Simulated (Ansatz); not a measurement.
## C: geometry relaxation

System: C (P6/mmm, 2 atoms in the cell).
Method: DFT LDA, scalar-relativistic, plane waves, PAW, PAW set soft_1, no spin polarisation (Ansatz 0.2.0).

The structure derives from a Materials Project entry. Figures and captions count atoms from 1; the log counts them from 0 in places.

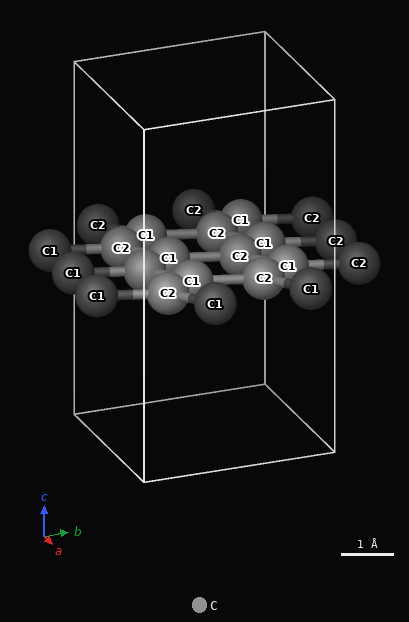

Figure 1. The starting structure (ball-and-stick view of the 3 × 2 repeat of the cell, with the vacuum cut short, seen slightly off an axis; neighbours outside the cell are drawn fainter; atoms are numbered from 1 in the order of the input). An atom can appear more than once, as a periodic image. Near neighbours in the periodic cell (some may lie outside the picture): C has 3 C at 1.42 Å.

## Results in brief

```json
{"quantity": "outcome", "value": "converged"}
{"quantity": "space group (tolerance 0.01 Å)", "value": "P6/mmm (191)"}
{"quantity": "electrons treated", "value": "8"}
{"quantity": "free energy", "value": "−485.9262 eV"}
{"quantity": "Fermi energy", "value": "0.031 eV"}
{"quantity": "gap on the k-point mesh", "value": "none (metallic)"}
{"quantity": "pressure", "value": "0.00 GPa"}
{"quantity": "final volume", "value": "44.12 Å³"}
{"quantity": "largest force (length of the vector) at the end", "value": "under 0.001 eV/Å"}
{"quantity": "final cell", "value": "a = 2.444 Å, b = 2.444 Å, c = 8.525 Å, α = 90.00°, β = 90.00°, γ = 120.00°"}
{"quantity": "hardware", "value": "4 threads of Arm Neoverse N1, 98 GiB of memory available, shared host"}
{"quantity": "wall time", "value": "9.4 s (CPU time 34 s)"}
{"quantity": "peak memory", "value": "0.36 GiB"}
```

## Remarks

Warnings of the run: the PAW datasets were made with another functional.

## The input
```yaml
crystal:
  lattice:
    - [2.4561701622, 0.0, 0.0]
    - [-1.2280850811, 2.1271057565, 0.0]
    - [0.0, 0.0, 8.52380336]
  atoms:
    - { symbol: C, position: [0.33333333, 0.66666667, 0.0] }
    - { symbol: C, position: [0.66666667, 0.33333333, 0.0] }
basis:
  ecutwfc: 420
kpoints:
  mp_grid: { grid: [21, 21, 6] }
hamiltonian:
  xc: lda
  pseudopotentials: { kind: paw, azcp: { folder: soft_1 } }
scf:
  occupations: { method: gaussian, width: 0.1 }
output:
  forces: true
  stress: true
  eigenvalues: true
relax:
  adjacent_minimum: "off"
  f_tol: 0.005
  max_steps: 80
  cell: { stress_tol: 0.05 }
```

Launch command:
```bash
ansatz run input.yaml --threads 4 --pin off --max-ram 12288MiB --backend cpu --events-out ev --progress --plain --runs-dir out
```

## Log
```
Warning: [file] the record states the generating functional pbe (its physics header spells it `PBE`), which answers neither for hamiltonian.xc's functional nor for the lda family's — results may be inconsistent (PPs are generated against a specific XC)
Engine: ansatz 0.2.0, aarch64-unknown-linux-gnu
Pseudopotentials: kind: paw
Pseudopotential: C, paw, valence charge 4, recommended cutoff 420 eV (normal), [file]
Functional definition: SPW92
  exchange = slater_x
  correlation = pw_c
Crystal: 2 atoms, lattice volume = 44.533 Å³
Basis set: ecut = 420 eV, 839 PW (Γ)
Bands: 8, of which v1, the nominal top of the filled ones, is band 4 counted from 1 (3 counted from 0)
Symmetry: 24 space group operations
Space group: P6/mmm (ITA 191), of the structure as read, at distance tolerance 3.5e-5 Å
k-points: 192 of 2646
Non-local potential: C, projectors of the file, l = 0: 2, l = 1: 2, l = 2: 1
PAW form: soft (Blöchl's): semilocal exchange-correlation on the pseudo side does not see the compensation charge
PAW frozen core: C, regenerated for the run's functional, and the local potential with it (the file was generated under x = pbe(κ = 0.804, μ = 0.2195149727645171), c = pbe(β = 0.06672455060314922))
PAW one-centre angular grid: C, 110 points (default); XC on 64 Gauss nodes
Initial density: superposition of atomic densities (neutral atoms: chi_scale 0, normalization atom)
Initial wavefunctions: pseudopotential atomic-orbital guess
Functional: x = slater, c = lda
SCF iter   1: F=—  HF=-487.229905 eV  |F-HF|=—  |Δ(HF+E_count)|=         —  Δρ=8.29e-2  dr2=2.79e0  ethr=3.10e-3  ⟨swp⟩=6.1  Hψ=12303  notcnv=0
preconditioner: auto → none  [metal: Δε(μ)=0.000 eV  Ē_g=18.660 eV  σ=0.100 eV  W_gap=0.00  n_scr=4 (ndim 8)  ℏωp=15.7 eV  f_vac=0.523  D(μ)=0.10/eV (n_scr^D=0)  sad-step TF]
SCF iter   2: F=—  HF=-486.409702 eV  |F-HF|=—  |Δ(HF+E_count)|=   8.20e-1  Δρ=4.36e-2  dr2=9.88e-1  ethr=3.10e-3  ⟨swp⟩=2.6  Hψ=4565  notcnv=0
SCF iter   3: F=—  HF=-485.924147 eV  |F-HF|=—  |Δ(HF+E_count)|=   4.86e-1  Δρ=4.90e-3  dr2=7.66e-3  ethr=3.10e-3  ⟨swp⟩=3.7  Hψ=4681  notcnv=0
SCF iter   4: F=—  HF=-485.922924 eV  |F-HF|=—  |Δ(HF+E_count)|=   1.22e-3  Δρ=5.77e-4  dr2=9.23e-5  ethr=9.57e-5  ⟨swp⟩=2.2  Hψ=3588  notcnv=0
SCF iter   5: F=—  HF=-485.922980 eV  |F-HF|=—  |Δ(HF+E_count)|=   5.57e-5  Δρ=5.64e-5  dr2=1.36e-6  ethr=1.15e-6  ⟨swp⟩=2.3  Hψ=2179  notcnv=0
iter 6 did not close the SCF: its close was put off until two iterations running show no level that it waits for move by more than its bar (scf_convergence_deferred on its scf_iter line)
SCF iter   6: F=-485.922980 eV  HF=-485.922980 eV  |F-HF|=2.55e-11  |Δ(HF+E_count)|=   5.42e-7  Δρ=2.61e-6  dr2=2.20e-9  ethr=1.25e-9  ⟨swp⟩=9.6  Hψ=11506  notcnv=0
iter 7 did not close the SCF: its close was put off until two iterations running show no level that it waits for move by more than its bar (scf_convergence_deferred on its scf_iter line)
SCF iter   7: F=-485.922980 eV  HF=-485.922980 eV  |F-HF|=7.84e-12  |Δ(HF+E_count)|=  3.30e-10  Δρ=1.68e-7  dr2=1.46e-11  ethr=2.74e-11  ⟨swp⟩=1.9  Hψ=4691  notcnv=0
SCF iter   8: F=-485.922980 eV  HF=-485.922980 eV  |F-HF|=7.96e-13  |Δ(HF+E_count)|=  3.30e-12  Δρ=1.61e-8  dr2=6.71e-14  ethr=1.00e-12  ⟨swp⟩=1.0  Hψ=3844  notcnv=0
SCF 1 converged in 8 iterations: F = -485.922980 eV  dr2 = 6.71e-14
  greatest PAW one-centre occupation: 0.668 electrons in one spin orbital (limit 2), on the C atom at site 1 (counted from 0), in its partial waves of l = 0
relax step   1: F+E_penalty+E_count = -485.92297953 eV  Δ(F+E_penalty+E_count) = +0.000e0 eV  max|allowed force component| = 2.961e-16 eV/Å  Δτ_max = 0.0000 Å  P = -1.598 GPa  Ω = 44.533 Å³  (8 SCF iters, dr2 threshold 1.00e-7 eV, accepted)
Crystal: 2 atoms, lattice volume = 44.251 Å³
Basis set: ecut = 420 eV, 827 PW (Γ)
Initial density: handed on by an earlier stage of this run
Initial wavefunctions: those handed on with the density
iter 1 solved again at ethr=1.09e-5 eV; its pass at ethr=3.10e-3 eV (dr2=8.74e-4 eV) is discarded
SCF iter   1: F=—  HF=-485.926525 eV  |F-HF|=—  |Δ(HF+E_count)|=         —  Δρ=1.35e-3  dr2=8.99e-4  ethr=1.09e-5  ⟨swp⟩=1.7  Hψ=14246  notcnv=0
preconditioner: auto → none  [metal: Δε(μ)=0.000 eV  Ē_g=16.832 eV  σ=0.100 eV  W_gap=0.00  n_scr=4 (ndim 8)  ℏωp=15.8 eV  f_vac=0.569  D(μ)=0.10/eV (n_scr^D=0)]
SCF iter   2: F=—  HF=-485.926120 eV  |F-HF|=—  |Δ(HF+E_count)|=   4.05e-4  Δρ=3.68e-4  dr2=4.57e-5  ethr=1.09e-5  ⟨swp⟩=2.7  Hψ=2315  notcnv=0
SCF iter   3: F=—  HF=-485.926101 eV  |F-HF|=—  |Δ(HF+E_count)|=   1.88e-5  Δρ=7.15e-5  dr2=7.29e-7  ethr=5.71e-7  ⟨swp⟩=2.4  Hψ=2346  notcnv=0
iter 4 did not close the SCF: its close was put off until two iterations running show no level that it waits for move by more than its bar (scf_convergence_deferred on its scf_iter line)
SCF iter   4: F=-485.926101 eV  HF=-485.926101 eV  |F-HF|=1.97e-11  |Δ(HF+E_count)|=   8.20e-8  Δρ=2.14e-6  dr2=1.04e-9  ethr=2.50e-9  ⟨swp⟩=6.9  Hψ=8754  notcnv=0
iter 5 did not close the SCF: its close was put off until two iterations running show no level that it waits for move by more than its bar (scf_convergence_deferred on its scf_iter line)
SCF iter   5: F=-485.926101 eV  HF=-485.926101 eV  |F-HF|=3.87e-12  |Δ(HF+E_count)|=  1.23e-10  Δρ=3.17e-7  dr2=1.26e-11  ethr=1.30e-11  ⟨swp⟩=1.0  Hψ=4675  notcnv=0
SCF iter   6: F=-485.926101 eV  HF=-485.926101 eV  |F-HF|=5.68e-13  |Δ(HF+E_count)|=  4.66e-12  Δρ=1.05e-8  dr2=1.69e-14  ethr=1.00e-12  ⟨swp⟩=1.0  Hψ=3840  notcnv=0
SCF 2 converged in 6 iterations: F = -485.926101 eV  dr2 = 1.69e-14
  greatest PAW one-centre occupation: 0.670 electrons in one spin orbital (limit 2), on the C atom at site 1 (counted from 0), in its partial waves of l = 0
relax step   2: F+E_penalty+E_count = -485.92610087 eV  Δ(F+E_penalty+E_count) = -3.121e-3 eV  max|allowed force component| = 3.516e-16 eV/Å  Δτ_max = 0.0000 Å  P = -0.537 GPa  Ω = 44.251 Å³  energy of the carried Pulay correction = +2.966e-4 eV  (6 SCF iters, dr2 threshold 2.00e-7 eV, accepted)
Crystal: 2 atoms, lattice volume = 44.117 Å³
iter 1 solved again at ethr=2.65e-6 eV; its pass at ethr=3.10e-3 eV (dr2=2.12e-4 eV) is discarded
SCF iter   1: F=—  HF=-485.926698 eV  |F-HF|=—  |Δ(HF+E_count)|=         —  Δρ=6.76e-4  dr2=2.22e-4  ethr=2.65e-6  ⟨swp⟩=1.8  Hψ=14108  notcnv=0
preconditioner: auto → none  [metal: Δε(μ)=0.000 eV  Ē_g=16.846 eV  σ=0.100 eV  W_gap=0.00  n_scr=4 (ndim 8)  ℏωp=15.8 eV  f_vac=0.569  D(μ)=0.10/eV (n_scr^D=0)]
SCF iter   2: F=—  HF=-485.926598 eV  |F-HF|=—  |Δ(HF+E_count)|=   9.98e-5  Δρ=1.87e-4  dr2=1.13e-5  ethr=2.65e-6  ⟨swp⟩=2.7  Hψ=2309  notcnv=0
SCF iter   3: F=—  HF=-485.926594 eV  |F-HF|=—  |Δ(HF+E_count)|=   4.35e-6  Δρ=3.60e-5  dr2=1.86e-7  ethr=2.50e-9  ⟨swp⟩=5.7  Hψ=9922  notcnv=0
SCF iter   4: F=-485.926594 eV  HF=-485.926594 eV  |F-HF|=1.17e-10  |Δ(HF+E_count)|=   2.08e-8  Δρ=1.26e-6  dr2=2.02e-10  ethr=2.32e-9  ⟨swp⟩=3.0  Hψ=5368  notcnv=0
SCF 3 converged in 4 iterations: F = -485.926594 eV  dr2 = 2.02e-10
  greatest PAW one-centre occupation: 0.671 electrons in one spin orbital (limit 2), on the C atom at site 1 (counted from 0), in its partial waves of l = 0
relax step   3: F+E_penalty+E_count = -485.92659360 eV  Δ(F+E_penalty+E_count) = -4.927e-4 eV  max|allowed force component| = 4.256e-16 eV/Å  Δτ_max = 0.0000 Å  P = +0.012 GPa  Ω = 44.117 Å³  energy of the carried Pulay correction = +4.361e-4 eV  (4 SCF iters, dr2 threshold 2.00e-7 eV, accepted)
Initial wavefunctions: pseudopotential atomic-orbital guess (no wavefunctions were taken with the density)
iter 1 solved again at ethr=5.59e-8 eV; its pass at ethr=3.10e-3 eV (dr2=4.47e-6 eV) is discarded
SCF iter   1: F=—  HF=-485.926180 eV  |F-HF|=—  |Δ(HF+E_count)|=         —  Δρ=2.77e-5  dr2=3.97e-8  ethr=5.59e-8  ⟨swp⟩=3.6  Hψ=16783  notcnv=0
preconditioner: auto → none  [metal: Δε(μ)=0.000 eV  Ē_g=16.828 eV  σ=0.100 eV  W_gap=0.00  n_scr=4 (ndim 8)  ℏωp=15.8 eV  f_vac=0.570  D(μ)=0.10/eV (n_scr^D=0)]
SCF iter   2: F=—  HF=-485.926179 eV  |F-HF|=—  |Δ(HF+E_count)|=   1.06e-6  Δρ=1.38e-5  dr2=9.27e-9  ethr=4.97e-10  ⟨swp⟩=2.2  Hψ=2069  notcnv=0
SCF iter   3: F=—  HF=-485.926179 eV  |F-HF|=—  |Δ(HF+E_count)|=   1.02e-8  Δρ=5.92e-7  dr2=3.50e-11  ethr=1.16e-10  ⟨swp⟩=1.7  Hψ=1972  notcnv=0
SCF iter   4: F=-485.926179 eV  HF=-485.926179 eV  |F-HF|=5.68e-14  |Δ(HF+E_count)|=  3.15e-11  Δρ=1.14e-7  dr2=1.80e-12  ethr=1.00e-12  ⟨swp⟩=7.8  Hψ=8430  notcnv=0
SCF 4 converged in 4 iterations: F = -485.926179 eV  dr2 = 1.80e-12
relax step   4: F+E_penalty+E_count = -485.92617883 eV  Δ(F+E_penalty+E_count) = +4.148e-4 eV  max|allowed force component| = 5.736e-16 eV/Å  Δτ_max = 0.0000 Å  P = -0.002 GPa  Ω = 44.117 Å³  stress off target by 3.13e-3 GPa  SCF on the basis re-selected at this cell (its energy is not comparable with the rows above)  (4 SCF iters)
```

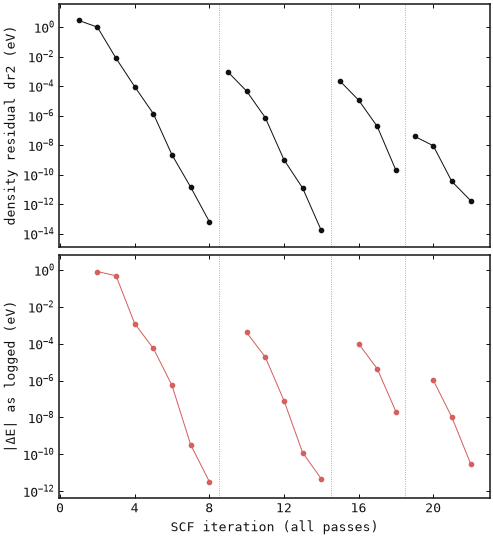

Figure 2. Convergence of the self-consistent field: density residual dr2 and size of the energy change against the SCF iteration. The dotted lines part the SCF passes of the relaxation: geometry steps, rejected trials and re-solves on a re-selected basis. The passes take 8, 6, 4 and 4 iterations.

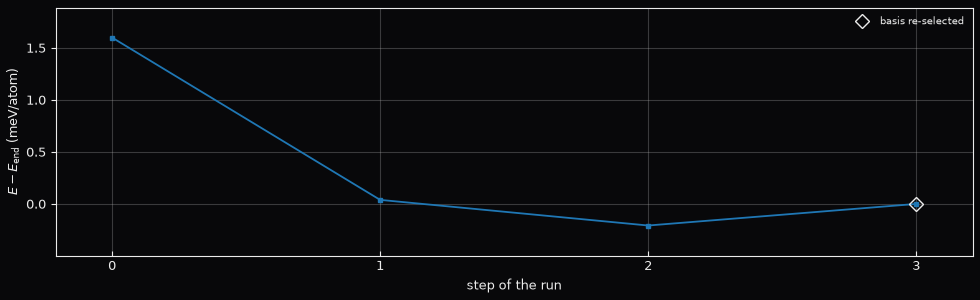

Figure 3. Progress of the relaxation, step by step (the first geometry is step 0 here and step 1 in the log). After 2 geometry steps the energy has fallen by 1.8 meV per atom. All forces vanish by symmetry, so only the cell relaxes. No atom moves by more than 0.005 Å relative to the cell. Distances before and after: C1–C2 1.418 → 1.411 Å. The space group stays P6/mmm (No. 191). A last SCF at the same geometry on a re-selected plane-wave basis shifts the energy by +0.2 meV per atom. (Atoms are counted from 1 in the order of the input.)

```
basis re-selected at this cell: Δ(F+E_penalty+E_count) = +4.148e-4 eV, ΔP = -0.015 GPa vs the last step (what re-selecting the basis moved, of the pressure what is left beyond the Pulay correction that the steps carried, after the strain that the cell walked since its last selection, with what the two solves' SCF thresholds leave and, on support functions, any second-order correction that the steps lacked; it is no measure of the basis error at this ecutwfc). This SCF's stress stands 3.13e-3 GPa from its target on what of the cell is left free (relax.cell.stress_tol is 5.00e-2 GPa) and its largest allowed force component is 5.74e-16 eV/Å (relax.f_tol is 5.00e-3 eV/Å): within both
SCF converged after 4 iterations
Free energy (F): -485.926179 eV
Harris-Foulkes:  -485.926179 eV  (|F-HF|=5.68e-14)
Internal energy: -485.925667 eV  (E = F + TS)
E sigma→0 (E₀):  -485.925923 eV
Entropy (-TS):   -0.000512 eV (-0.256 meV/atom)
Fermi energy:    0.030586 eV
--- Per-component energies (eV) ---
  E_band       = -73.071203
  E_kinetic    = 178.186566
  E_local      = -1206.994836  (includes V_loc(G=0)·N_el)
  E_nonlocal   = 49.201761
  E_hartree    = 519.624022
  E_xc         = -93.135284
  E_vxc        = -115.176513  (∫ρ·V_xc dr)
  E_paw        = -185.421478  (= ΣΔE_a)
  E_vpaw       = -17.536252  (= ΣTr[D̂ρ^β])
  E_aug_tail   = 0.000026  (compensation charges beyond the density's cutoff)
  E_ewald      = 252.487891
  E_core_change = 0.125665  (= ΣΔE_core)
  E_smearing   = -0.000512  (= −TS)
  E_closure    = 0.000000  (closes the sum)
  Σ components = -485.926179   (vs F -485.926179, Δ=0.00e0)
--- Forces (eV/Å), atoms counted from 1 ---
  atom   1  C      0.00000000    -0.00000000    -0.00000000
  atom   2  C      0.00000000     0.00000000     0.00000000
  max |Σ_I F_I| component: 1.48e-16 eV/Å
--- Stress (GPa, compression-positive) ---
       -0.003125      -0.000000       0.000000
       -0.000000      -0.003125      -0.000000
        0.000000      -0.000000      -0.000444
  P = ⅓ Tr σ = -0.0022 GPa (-0.022 kbar)
--- Band table (eV; the first three rows and the last of 192) ---
  k-point 0: bands = ["-19.4839", "-7.7911", "-2.9885", "-2.9885", "3.1242", "5.4631", "7.0858", "8.4852"]
  k-point 1: bands = ["-19.4840", "-7.7912", "-2.9885", "-2.9885", "3.2080", "5.0851", "7.5751", "8.4849"]
  k-point 2: bands = ["-19.4840", "-7.7913", "-2.9886", "-2.9886", "3.4520", "4.4723", "8.4720", "8.4849"]
  k-point 191: bands = ["-12.4388", "-12.4388", "-10.7594", "0.0305", "0.0305", "10.4439", "13.1328", "13.1328"]
--- Relaxed structure (3 steps of the walk, 3 accepted, 1 SCFs on fresh bases) ---
  F+E_penalty+E_count = -485.92617883 eV   max|allowed force component| = 5.736e-16 eV/Å   (the final SCF, on the basis selected at the relaxed cell)
  cell:  # Å, volume = 44.1172 Å³
    - [2.4444537622310425, 0.0, 0.0]
    - [-1.2222268811155212, 2.1169590564685286, 0.0]
    - [0.0, 0.0, 8.525375050761488]
  atoms:
    - { symbol: C, position: [0.33333333333333337, 0.6666666666666667, 0.0] }
    - { symbol: C, position: [0.6666666666666666, 0.33333333333333337, 0.0] }
```

## Trajectory as extended XYZ (Å, eV, eV/Å), 4 frames, from step=1 to step=4
```
2
Lattice="2.4562 0.0000 0.0000 -1.2281 2.1271 0.0000 0.0000 0.0000 8.5238" Properties=species:S:1:pos:R:3:forces:R:3 step=1 energy=-485.92298 pressure_GPa=-1.60
C     0.0000    1.4181    0.0000    0.0000   0.0000   0.0000
C     1.2281    0.7090    0.0000    0.0000   0.0000   0.0000
2
Lattice="2.4484 0.0000 0.0000 -1.2242 2.1204 0.0000 0.0000 0.0000 8.5237" Properties=species:S:1:pos:R:3:forces:R:3 step=2 energy=-485.92610 pressure_GPa=-0.54
C     0.0000    1.4136    0.0000    0.0000   0.0000   0.0000
C     1.2242    0.7068    0.0000    0.0000   0.0000   0.0000
2
Lattice="2.4445 0.0000 0.0000 -1.2222 2.1170 0.0000 0.0000 0.0000 8.5254" Properties=species:S:1:pos:R:3:forces:R:3 step=3 energy=-485.92659 pressure_GPa=0.01
C     0.0000    1.4113    0.0000    0.0000   0.0000   0.0000
C     1.2222    0.7057    0.0000    0.0000   0.0000   0.0000
2
Lattice="2.4445 0.0000 0.0000 -1.2222 2.1170 0.0000 0.0000 0.0000 8.5254" Properties=species:S:1:pos:R:3:forces:R:3 step=4 energy=-485.92618 pressure_GPa=-0.00
C     0.0000    1.4113    0.0000    0.0000   0.0000   0.0000
C     1.2222    0.7057    0.0000    0.0000   0.0000   0.0000
```

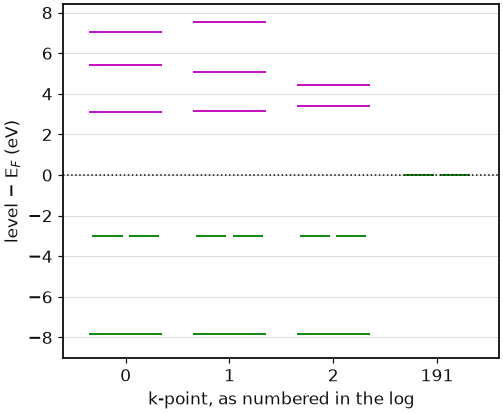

Figure 4. Kohn–Sham levels near the Fermi level (dotted) at the few k-points that the log prints; levels within 0.02 eV of each other stand side by side. The system is metallic on the full mesh.
